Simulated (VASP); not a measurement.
MgO2, space group R-3m:H (No. 166), a = 3.151 Å, b = 3.151 Å, c = 10.355 Å, α = 90.00°, β = 90.00°, γ = 120.00°

```tsv
site	Wyckoff	x	y	z
Mg	3a	0.0000	0.0000	0.0000
O	6c	0.3333	0.6667	0.2367
```

Source: the geometry relaxed with VASP, VASP Kohn-Sham DFT of a periodic cell, HSE06, VASP PAW PBE potentials, recommended.

Question: Describe the coordination of Mg.

Answer: MgO6: a clearly distorted octahedron (coordination number 6, S = 1.26; next best trigonal prism, S = 16.7). Bonds: 6 × Mg–O 2.08 Å. The next neighbour, not counted, lies at 3.05 Å.

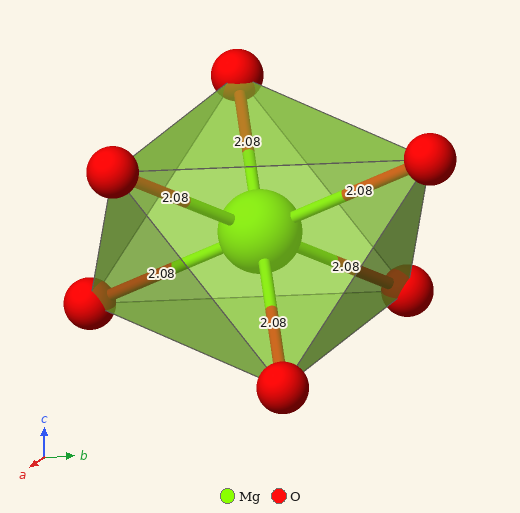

The polyhedron about Mg. The shape measure S (0 to 100) is the computed least-squares distance from an ideal polyhedron; S = 0 means ideal.
